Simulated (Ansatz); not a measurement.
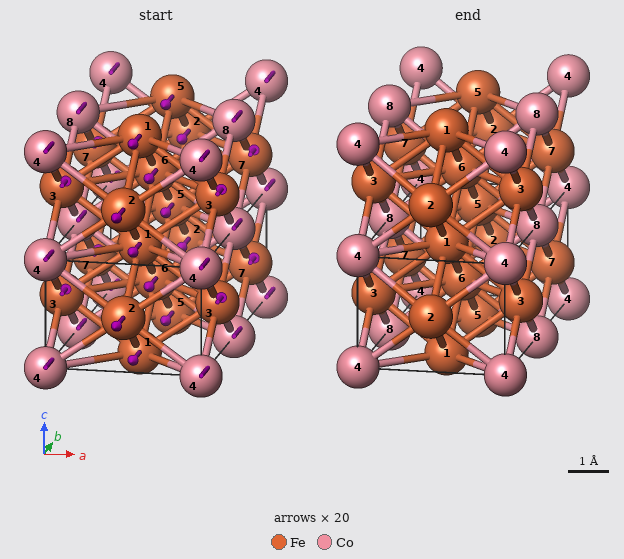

The structure of crystalline Fe3Co (set up in P4/mmm) before (left) and after (right) a relaxation, at one scale. The purple arrows give the displacements (the part carried along by the change of the cell is left out), 20 times their true length.

A ball-and-stick model of the cell of the calculation, repeated 1 × 1 × 2 with one cell outlined, seen slightly off an axis.

Case: antiferromagnetic, doubled cell, propagation vector (0, 1/2, 0).

The calculation used Ansatz, DFT PBEsol, scalar-relativistic, plane waves, PAW. Set-up: plane-wave cutoff 420 eV; k-point mesh 10 × 5 × 14; occupations gaussian; smearing width 0.1 eV; collinear spin; cell and atoms relaxed; force threshold 0.01 eV/Å; at most 60 steps.

**What changed between the two?**

The run was cut off at its time limit before the relaxation converged, so the last structure is only a point on the way. The largest moves relative to the cell, 0.071 Å, are those of Co4 and Co8. Co8 goes along +b. Largest moves by element: Co 0.071 Å, Fe 0.055 Å. The drawn cell changes as follows: a 4.024 → 3.811 Å (−5.3 %), b 8.047 → 7.758 Å (−3.6 %), c 2.828 → 2.916 Å (+3.1 %); the volume changes by −5.8 %. Near-neighbour distances that change, for instance: Fe1–Co4 2.845 → 2.631 Å, Fe2–Fe7 2.845 → 2.654 Å, Fe1–Fe3 2.459 → 2.401 Å, Fe2–Co4 2.459 → 2.403 Å. The space group (tolerance 0.01 Å) goes from P4/mmm (No. 123) to Pmm2 (No. 25). Over 4 geometry steps the energy falls by 40.5 meV per atom. Largest force component: 0.67 eV/Å at the start, 0.015 eV/Å at the end. The pressure goes from −9.47 to −0.03 GPa. The run took 7.6 min on 1 thread of AMD EPYC 9R45 96-Core Processor (Zen 5) (shared host), peak memory 1.6 GiB.
